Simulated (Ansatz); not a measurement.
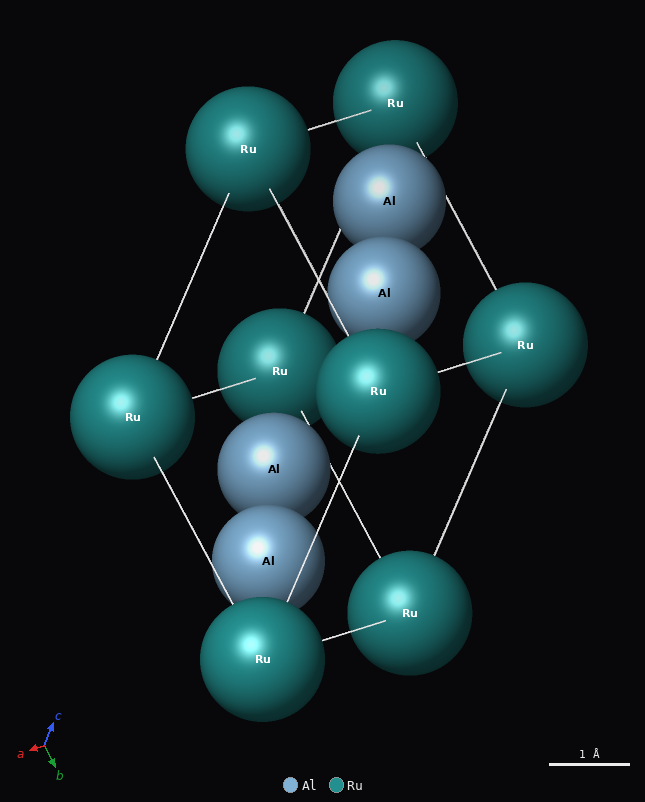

Shown here is a spheres-only view of the crystal, taken slightly off an axis. The simulation cell is drawn as a box.

Input used:
```yaml
crystal:
  lattice:
    - [-1.5606788815, 1.5606788815, 4.2115520768]
    - [1.5606788815, -1.5606788815, 4.2115520768]
    - [1.5606788815, 1.5606788815, -4.2115520768]
  atoms:
    - { symbol: Al, position: [0.6590760825, 0.6590760825, 0.0] }
    - { symbol: Al, position: [0.3409239175, 0.3409239175, 0.0] }
    - { symbol: Ru, position: [0.0, 0.0, 0.0] }
basis:
  ecutwfc: 420
kpoints:
  mp_grid: { grid: [18, 18, 18] }
  band_path:
    path:
      - [[0.0, 0.0, 0.0], [0.0, 0.0, 0.5], [0.25, 0.25, 0.25], [0.0, 0.5, 0.0], [0.0, 0.0, 0.0], [0.5, 0.5, -0.5], [0.28433071, 0.71566929, -0.28433071]]
      - [[-0.28433071, 0.28433071, 0.28433071], [0.0, 0.0, 0.0]]
      - [[0.0, 0.0, 0.5], [-0.06866142, 0.06866142, 0.5]]
      - [[0.5, 0.5, -0.06866142], [0.5, 0.5, -0.5]]
    npoints: 14
hamiltonian:
  xc: pbesol
scf:
  occupations: { method: gaussian, width: 0.1 }
  n_extra_bands: 7
output:
  forces: true
  stress: true
  eigenvalues: true
  populations: true
  dos: { projected: true, de: 0.02, nscf_kmesh: { grid: [27, 27, 27] } }
  bader: true
  write_density: true
  write_potential: true
  elf: true
  volumetric_format: npy
```
Run as:
```sh
ansatz run input.yaml --threads 1 --pin off --max-ram 2560MiB --backend cpu --events-out ev --progress --plain --runs-dir out
```

Level of theory and settings: Ansatz 0.2.0, DFT PBEsol, scalar-relativistic, plane waves, PAW, plane waves up to 420 eV, k-mesh 18×18×18, Gaussian smearing of 0.1 eV, no spin polarisation.

### State the Bader charges by element.

Al +1.47 e; Ru -2.94 e.

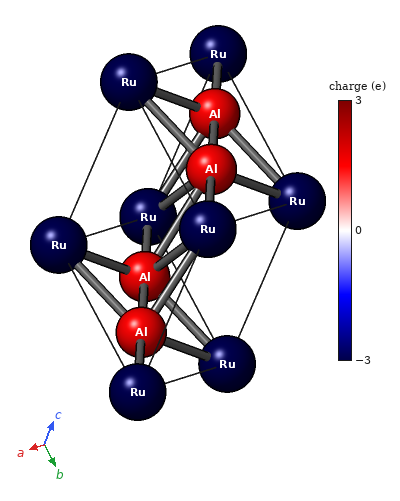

The atoms coloured by those charges.

The starting point was a structure listed in the Materials Project. Earlier steps of the study may have refined or changed the cell and positions. Ansatz was used for an electronic-structure calculation on it.
